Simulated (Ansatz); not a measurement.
**TiB₂: 7 runs along one coordinate**

System: TiB₂ (3 atoms in the cell).
Method: Kohn-Sham DFT of a periodic cell, PBEsol, all-electron LAPW, scalar-relativistic, no spin polarisation (Ansatz 0.2.0).

The 7 runs differ only in the geometry, by an even scaling of the cell at fixed fractional positions. The structure derives from an entry of the Crystallography Open Database.

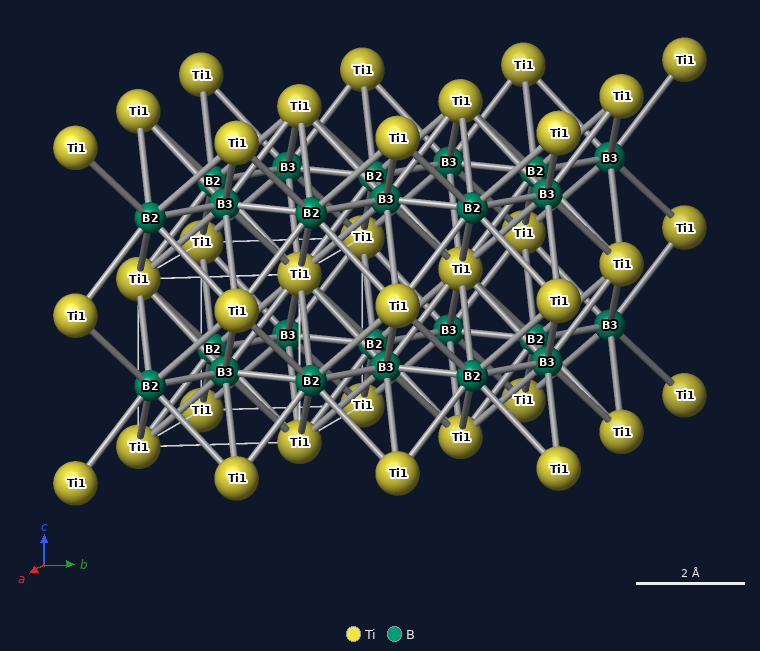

Figure 1. The structure of run 4 (ball-and-stick view of the cell of the calculation, repeated 2 × 3 × 2, seen slightly off an axis; atoms are numbered from 1 in the order of the input).

## Input of run 4
```yaml
crystal:
  lattice:
    - [3.0292, 0.0, 0.0]
    - [-1.5146, 2.6233641531, 0.0]
    - [0.0, 0.0, 3.2284]
  atoms:
    - { symbol: Ti, position: [0.0, 0.0, 0.0] }
    - { symbol: B, position: [0.6666666667, 0.3333333333, 0.5] }
    - { symbol: B, position: [0.3333333333, 0.6666666667, 0.5] }
kpoints:
  mp_grid: { grid: [10, 10, 8] }
scf:
  occupations: { method: fermi_dirac, width: 0.05 }
hamiltonian:
  xc: pbesol
  pseudopotentials: { kind: all_electron, lapw: { basis_error: 0.001 } }
output:
  forces: true
  stress: true
  eigenvalues: true
```

Command:
```bash
ansatz run input.yaml --threads 2 --pin off --max-ram 8192MiB --backend cpu --events-out ev --progress --plain --runs-dir out
```

Run 6 differs from it as follows:
```diff
-    - [3.0292, 0.0, 0.0]
-    - [-1.5146, 2.6233641531, 0.0]
-    - [0.0, 0.0, 3.2284]
+    - [3.0690624661, 0.0, 0.0]
+    - [-1.534531233, 2.6578860614, 0.0]
+    - [0.0, 0.0, 3.2708838193]
```

## Results, with one run withheld

| run | volume per atom (Å³) | free energy per atom, from the lowest run given (meV) | pressure (GPa) |
| --- | --- | --- | --- |
| 1 | 8.039 | 12.68 | 12.17 |
| 2 | 8.210 | 3.12 | 5.84 |
| 3 | 8.381 | 0.00 | 0.11 |
| 4 | 8.552 | 2.71 | −5.09 |
| 5 | 8.723 | 10.70 | −9.80 |
| 6 | 8.894 | ? | ? |
| 7 | 9.065 | 40.59 | −17.93 |

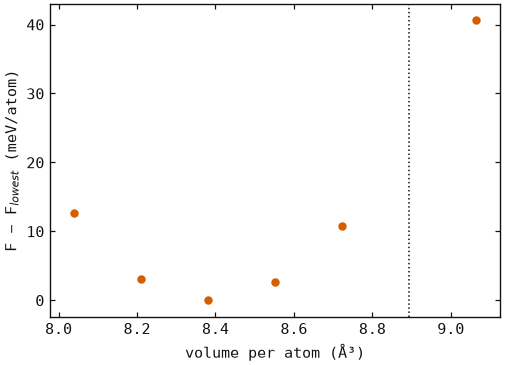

Figure 2. Free energy per atom of the runs given; the dotted line marks run 6.

Estimate the energy of run 6 from the others.

A cubic polynomial in V^(−2/3) (the Birch–Murnaghan form), fitted to the 6 runs given, misses them by under 0.01 meV per atom. With x = V^(−2/3) − 0.24040 Å⁻², it reads F = 0.96932 − 1020.2 x + 2.6828e+05 x² − 78195 x³ (meV per atom). At run 6 it gives 23.48 meV per atom, and the run itself gives 23.48. The slope of the fit gives a pressure −dF/dV of −14.07 GPa there, and the run prints −14.06 GPa. The fit has its minimum at 8.384 Å³ per atom, where V d²F/dV² gives 267 GPa. Cell shape and fractional positions are held, so this is the stiffness under even scaling; the relaxed bulk modulus wasn't computed.

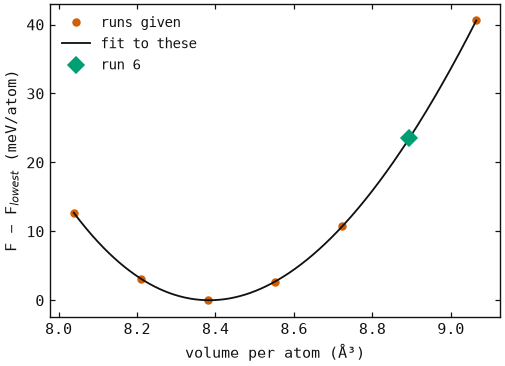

Figure 3. The fit and the withheld run.

## Output, shortened to warnings, some set-up lines, iterations and results (run 6)
```
Basis set: ecut = 302.30107052895863 eV, 327 PW (Γ), exchange–correlation at level 2
Symmetry: 24 space group operations
k-points: 70 of 800
Initial density: superposition of atomic densities (chi_scale 0.1, normalization cell, long waves kept (reshape's long-wave potential 0.00 eV rms))
[...]
SCF iter   1: F=—  HF=-24558.487381 eV  |F-HF|=—  |Δ(HF+E_count)|=         —  Δρ=9.33e-2  dr2=4.16e0  ethr=1.89e-2  ⟨swp⟩=2.0  Hψ=7684  notcnv=0
SCF iter   2: F=—  HF=-24556.952403 eV  |F-HF|=—  |Δ(HF+E_count)|=    1.53e0  Δρ=1.85e-2  dr2=7.86e-2  ethr=3.63e-4  ⟨swp⟩=2.2  Hψ=5636  notcnv=0
SCF iter   3: F=—  HF=-24556.794680 eV  |F-HF|=—  |Δ(HF+E_count)|=   1.58e-1  Δρ=8.97e-3  dr2=1.79e-2  ethr=3.57e-4  ⟨swp⟩=3.0  Hψ=3394  notcnv=0
SCF iter   4: F=—  HF=-24556.785550 eV  |F-HF|=—  |Δ(HF+E_count)|=         —  Δρ=2.69e-3  dr2=1.68e-3  ethr=8.12e-5  ⟨swp⟩=3.0  Hψ=3149  notcnv=0
SCF iter   5: F=—  HF=-24556.784682 eV  |F-HF|=—  |Δ(HF+E_count)|=   8.68e-4  Δρ=6.73e-4  dr2=1.70e-4  ethr=7.62e-6  ⟨swp⟩=3.0  Hψ=3003  notcnv=0
SCF iter   6: F=—  HF=-24556.784603 eV  |F-HF|=—  |Δ(HF+E_count)|=   7.90e-5  Δρ=1.14e-4  dr2=6.29e-6  ethr=7.72e-7  ⟨swp⟩=2.1  Hψ=2893  notcnv=0
SCF iter   7: F=-24556.784601 eV  HF=-24556.784601 eV  |F-HF|=1.44e-7  |Δ(HF+E_count)|=   2.11e-6  Δρ=1.58e-5  dr2=9.83e-8  ethr=2.86e-8  ⟨swp⟩=2.0  Hψ=2880  notcnv=0
SCF 1 converged in 7 iterations: F = -24556.784601 eV  dr2 = 9.83e-8
SCF converged after 7 iterations
Free energy (F): -24556.784601 eV
Harris-Foulkes:  -24556.784601 eV  (|F-HF|=1.44e-7)
Internal energy: -24556.778169 eV  (E = F + TS)
E sigma→0 (E₀):  -24556.781385 eV
Entropy (-TS):   -0.006431 eV (-2.144 meV/atom)
Fermi energy:    14.826408 eV
--- Per-component energies (eV) ---
  E_band       = -725.350444
  E_kinetic    = 24763.244268
  E_xc         = -1338.490078
  E_electrostatic = -47981.532359  (all electrons and nuclei)
  E_smearing   = -0.006431  (= −TS)
  E_closure    = 0.000000  (closes the sum)
  E_atoms      = -24532.065373  (free atoms, spherical and without spin; not in F)
  Σ components = -24556.784601   (vs F -24556.784601, Δ=0.00e0)
  Basis errors (estimates in eV, not in F): energy 3.9e-4 per atom: plane waves 3.6e-4 (1.9e-4 summed), levels above the bands 5.1e-44, relativity 5.8e-9, radial functions 3.6e-5, core shells 1.4e-6; eigenvalues (radial functions only) 3.1e-6; not estimated: angular momenta, meshes, grids; target …
--- Forces (eV/Å), atoms counted from 1 ---
  atom   1  Ti     0.00000000     0.00000000     0.00000000
  atom   2  B     -0.00000000     0.00000000     0.00000000
  atom   3  B      0.00000000    -0.00000000     0.00000000
  max |Σ_I F_I| component: 5.24e-31 eV/Å
--- Stress (GPa, compression-positive) ---
      -14.057519       0.000000       0.000000
        0.000000     -14.057519       0.000000
        0.000000       0.000000     -14.075058
  P = ⅓ Tr σ = -14.0634 GPa (-140.634 kbar)
```
